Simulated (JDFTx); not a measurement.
Run report: Tc, single-point calculation at one volume of an equation of state

System: Tc (Fm-3m, 1 atom in the cell).
Method: Kohn-Sham DFT of a periodic cell, PBE, PseudoDojo-SR-PBE-0.5-standard, no spin polarisation (JDFTx 1.7.0 (patched build)).

The structure derives from an entry of the Crystallography Open Database. It belongs to a series of runs on one base structure; here: volume scaled by 0.98.

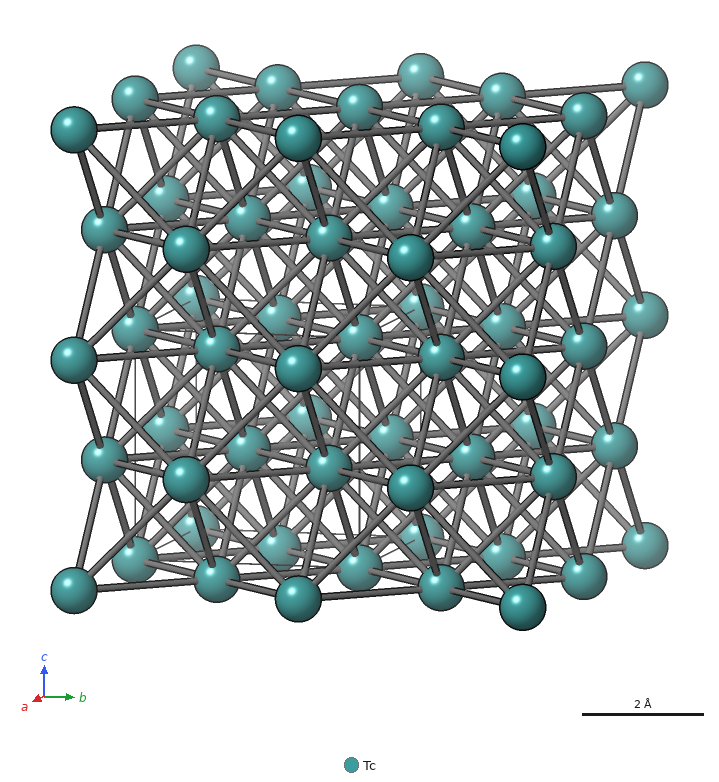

Fig. 1: The input geometry (ball-and-stick view of the cell 4 times as large as that of the calculation, set on its symmetry axes, repeated 2 × 2 × 2, seen slightly off an axis).

Input:
```
lattice \
    0.0000000000     3.6602338827     3.6602338827 \
    3.6602338827     0.0000000000     3.6602338827 \
    3.6602338827     3.6602338827     0.0000000000
coords-type Lattice
ion Tc     0.0000000000     0.0000000000     0.0000000000 1

ion-species pseudo/Tc.upf
elec-cutoff 42
elec-ex-corr gga-PBE
kpoint-folding 12 12 12
elec-smearing Fermi 0.0018374661
elec-n-bands 13
electronic-SCF nIterations 100 energyDiffThreshold 1e-08
electronic-minimize nIterations 30 energyDiffThreshold 1e-7
forces-output-coords Cartesian

dump-name run.$VAR
dump End Ecomponents EigStats BandEigs Kpoints Forces Stress ElecDensity Dtot KEdensity
```

Launched with:
```bash
jdftx -c 1 -i Tc.in -o Tc.out
```

Log:
```
*************** JDFTx 1.7.0 (patched build) ***************

Input parsed successfully to the following command list (including defaults):
[... the input with its defaults ...]

---------- Setting up symmetries ----------

Found 48 point-group symmetries of the bravais lattice
Found 48 space-group symmetries with basis
Applied RMS atom displacement 0 bohrs to make symmetries exact.

---------- Initializing the Grid ----------
R =
[            0      3.66023      3.66023  ]
[      3.66023            0      3.66023  ]
[      3.66023      3.66023            0  ]
unit cell volume = 98.0746
G =
[  -0.858304   0.858304   0.858304  ]
[   0.858304  -0.858304   0.858304  ]
[   0.858304   0.858304  -0.858304  ]
Minimum fftbox size, Smin = [  32  32  32  ]
Chosen fftbox size, S = [  32  32  32  ]

---------- Exchange Correlation functional ----------
Initalized PBE GGA exchange.
Initalized PBE GGA correlation.

---------- Setting up pseudopotentials ----------
Width of ionic core gaussian charges (only for fluid interactions / plotting) set to 0

Reading pseudopotential file 'pseudo/Tc.upf':
  'Tc' pseudopotential, 'PBE' functional
  Generated using ONCVPSP code by D. R. Hamann
  15 valence electrons, 4 orbitals, 6 projectors, 1001 radial grid points, with lMax = 2
    4S    l: 0   occupation:  2.0   eigenvalue: -2.696647
    4P    l: 1   occupation:  6.0   eigenvalue: -1.666320
    4D    l: 2   occupation:  5.0   eigenvalue: -0.244828
    5S    l: 0   occupation:  2.0   eigenvalue: -0.185336
  Core radius for overlap checks: 1.32 bohrs.

Initialized 1 species with 1 total atoms.

Folded 1 k-points by 12x12x12 to 1728 k-points.

---------- Setting up k-points, bands, fillings ----------
Reduced to 72 k-points under symmetry.
Computing the number of bands and number of electrons
Calculating initial fillings.
nElectrons:  15.000000   nBands: 13   nStates: 72

----- Setting up reduced wavefunction bases (one per k-point) -----
average nbasis = 1274.998 , ideal nbasis = 1275.042

---------- Setting up ewald sum ----------
Optimum gaussian width for ewald sums = 1.865998 bohr.
Real space sum over 2197 unit cells with max indices [  6  6  6  ]
Reciprocal space sum over 2197 terms with max indices [  6  6  6  ]

---------- Allocating electronic variables ----------
Initializing wave functions:  linear combination of atomic orbitals
Note: number of bands (13) exceeds available atomic orbitals (10)
Tc pseudo-atom occupations:   s ( 2 0 )  p ( 6 )  d ( 7 )
	FillingsUpdate:  mu: +0.771407747  nElectrons: 15.000000
LCAOMinimize: Iter:   0  F: -81.0166952488901160  |grad|_K:  4.733e-03  alpha:  1.000e+00
	FillingsUpdate:  mu: +0.842725458  nElectrons: 15.000000
LCAOMinimize: Iter:   1  F: -81.1091712575710488  |grad|_K:  3.643e-05  alpha:  6.317e-01  linmin:  8.910e-02  cgtest: -3.091e-01
	FillingsUpdate:  mu: +0.842736748  nElectrons: 15.000000
LCAOMinimize: Iter:   2  F: -81.1091782583422400  |grad|_K:  1.304e-05  alpha:  9.605e-01  linmin:  1.870e-04  cgtest:  3.334e-01
	FillingsUpdate:  mu: +0.842549713  nElectrons: 15.000000
LCAOMinimize: Iter:   3  F: -81.1091789080044236  |grad|_K:  3.293e-07  alpha:  6.285e-01  linmin:  7.432e-05  cgtest:  9.310e-04
	FillingsUpdate:  mu: +0.842549954  nElectrons: 15.000000
LCAOMinimize: Iter:   4  F: -81.1091789086381993  |grad|_K:  9.860e-09  alpha:  9.606e-01  linmin:  4.054e-02  cgtest: -1.786e-01
LCAOMinimize: Converged (|Delta F|<1.000000e-06 for 2 iters).

-------- Electronic minimization -----------
Will mix electronic density at each iteration.
	FillingsUpdate:  mu: +0.842549954  nElectrons: 15.000000
	FillingsUpdate:  mu: +0.835618668  nElectrons: 15.000000
SCF: Cycle:  0   F: -81.133543897849890   dF: -2.436e-02   |Residual|: 5.458e-02   |deigs|: 3.224e-01
	FillingsUpdate:  mu: +0.826149789  nElectrons: 15.000000
SCF: Cycle:  1   F: -81.136330127599393   dF: -2.786e-03   |Residual|: 1.225e-02   |deigs|: 1.277e-02
	FillingsUpdate:  mu: +0.824113136  nElectrons: 15.000000
SCF: Cycle:  2   F: -81.136418411633414   dF: -8.828e-05   |Residual|: 4.386e-03   |deigs|: 2.566e-03
	FillingsUpdate:  mu: +0.824308092  nElectrons: 15.000000
SCF: Cycle:  3   F: -81.136419047299000   dF: -6.357e-07   |Residual|: 9.443e-04   |deigs|: 3.978e-04
	FillingsUpdate:  mu: +0.824162073  nElectrons: 15.000000
SCF: Cycle:  4   F: -81.136419776038650   dF: -7.287e-07   |Residual|: 2.689e-04   |deigs|: 2.055e-04
	FillingsUpdate:  mu: +0.824126798  nElectrons: 15.000000
SCF: Cycle:  5   F: -81.136419818050939   dF: -4.201e-08   |Residual|: 1.060e-04   |deigs|: 6.363e-05
	FillingsUpdate:  mu: +0.824133651  nElectrons: 15.000000
SCF: Cycle:  6   F: -81.136419826756466   dF: -8.706e-09   |Residual|: 5.538e-05   |deigs|: 2.962e-05
	FillingsUpdate:  mu: +0.824143457  nElectrons: 15.000000
SCF: Cycle:  7   F: -81.136419829314704   dF: -2.558e-09   |Residual|: 1.646e-05   |deigs|: 3.407e-05
SCF: Converged (|Delta E|<1.000000e-08 for 2 iters).

Setting wave functions to eigenvectors of Hamiltonian

# Stress tensor in Cartesian coordinates [Eh/a0^3]:
[  7.73105e-06            0            0  ]
[            0  7.73105e-06            0  ]
[            0            0  7.73105e-06  ]

# Ionic positions in lattice coordinates:
ion Tc   0.000000000000000   0.000000000000000   0.000000000000000 1

# Forces in Cartesian coordinates:
force Tc   0.000000000000000   0.000000000000000   0.000000000000000 1

# Energy components:
   Eewald =      -70.4595662282271888
       EH =       11.2619622617888737
     Eloc =      -49.4188160267684182
      Enl =       10.3010739929344020
      Exc =      -13.5867676106285629
 Exc_core =        3.7079247483377928
       KE =       27.0581317027217523
-------------------------------------
     Etot =      -81.1360571598413571
       TS =        0.0003626694733414
-------------------------------------
        F =      -81.1364198293147041

IonicMinimize: Iter:   0  F: -81.136419829314704  |grad|_K:  0.000e+00
IonicMinimize: Converged (|grad|_K<1.000000e-04).

#--- Lowdin population analysis ---
# oxidation-state Tc +0.125

Dumping 'run.eigStats' ...
	eMin: -1.640431 at state 0 ( [ +0.000000 +0.000000 +0.000000 ] spin 0 )
	HOMO: +0.823408 at state 30 ( [ +0.000000 +0.250000 +0.500000 ] spin 0 )
	mu  : +0.824143
	LUMO: +0.824595 at state 13 ( [ +0.000000 +0.083333 -0.416667 ] spin 0 )
	eMax: +1.686610 at state 3 ( [ +0.000000 +0.000000 +0.250000 ] spin 0 )
	HOMO-LUMO gap: +0.001187
	Optical gap  : +0.011076 at state 54 ( [ +0.083333 +0.250000 -0.166667 ] spin 0 )
Done!
```

Results in brief:

```json
{"quantity": "outcome", "value": "converged"}
{"quantity": "space group (tolerance 0.01 Å)", "value": "Fm-3m (225)"}
{"quantity": "electrons treated", "value": "15"}
{"quantity": "free energy", "value": "−2207.8345 eV"}
{"quantity": "Fermi energy", "value": "22.426 eV"}
{"quantity": "gap on the k-point mesh", "value": "none (metallic)"}
{"quantity": "pressure", "value": "−0.23 GPa"}
{"quantity": "largest force (length of the vector)", "value": "under 0.001 eV/Å"}
{"quantity": "hardware", "value": "1 thread of Arm Neoverse V2, 24 GiB of memory available, shared host"}
{"quantity": "wall time", "value": "23 s"}
{"quantity": "peak memory", "value": "0.08 GiB"}
```
